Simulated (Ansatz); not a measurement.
The crystal is GaAs (F-43m).

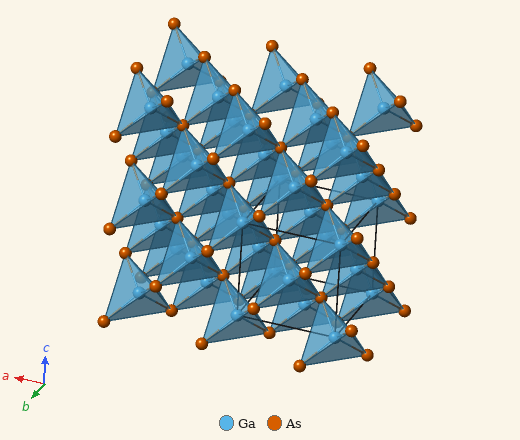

The structure (gallium blue, arsenic orange). 2×1×2 conventional cells are drawn. Some periodic images of atoms are drawn too.

It takes space group F-43m (No. 216, cubic). The conventional cell has a = 5.654 Å, b = 5.654 Å, c = 5.654 Å, α = 90.00°, β = 90.00°, γ = 90.00°. Nearest to Ga lie 4 As at 2.45 Å. As has 4 Ga at 2.45 Å nearest. Farther neighbours are not listed.

```yaml
crystal:
  lattice:
    - [0.00000, 2.82685, 2.82685]
    - [2.82685, 0.00000, 2.82685]
    - [2.82685, 2.82685, 0.00000]
  atoms:
    - { symbol: Ga, position: [0.00000, 0.00000, 0.00000] }
    - { symbol: As, position: [0.25000, 0.25000, 0.25000] }
```

The cell and positions come from the Crystallography Open Database and are kept as given unless a step says otherwise. PAW set soft_2, made with PBE.

Gaps computed with Ansatz 0.2.0 without a self-energy: LDA 0.28 eV, PBE 0.52 eV, PBE+SOC 0.41 eV, HSE06 1.47 eV, PBE0 2.13 eV and DDH-PBE0 0.96 eV.

Question: What gap should G0W0 on PBE give (6×6×6 mesh, 290 empty bands, screening to 200 eV, default PAW files)?

About 1.15 eV: on its mesh the run moves the gap from 0.51 eV by +0.64 eV. Among the scalar-relativistic levels given, DDH-PBE0 is nearest (−0.19 eV). Spin-orbit coupling is not in that value; its −0.11 eV at the PBE level would bring it to about 1.04 eV. Bands and cutoff are finite, so the gap is not at the basis limit. The miss can reach some tenths of an eV and take either sign; the mesh is an error of its own. The 6×6×6 mesh is coarse for this cell (its supercell is 24 Å along the shortest edge). The RPA ε∞ on it, from the PBE start, is 50.67; such meshes misread the long-range screening, most where the gap is narrow. The RPA ε∞ on this mesh reaches over 25; with a narrow direct gap a coarse mesh can overstate it, and the correction is then too small. The many-body steps are scalar-relativistic: spin-orbit coupling is not in them.

[Paths, hosts, dates, memory and timing lines, banners, echoed tables and standing remarks are left out of the program output.]

[Logs are printed without paths, hosts, clocks, repeated set-up lines and the standing remarks that a program may print on its own settings, such as how far it seeks lower states.]

[Runs of the session that timed out or met a known fault of the program may be left out.]

[Cells called generated may have been cut or substituted from an entry of the Crystallography Open Database or the Materials Project.]

[Hosts, paths, dates, database ids (printed as entryN), source tags and the programs' standing remarks are cut or masked in the printed files.]
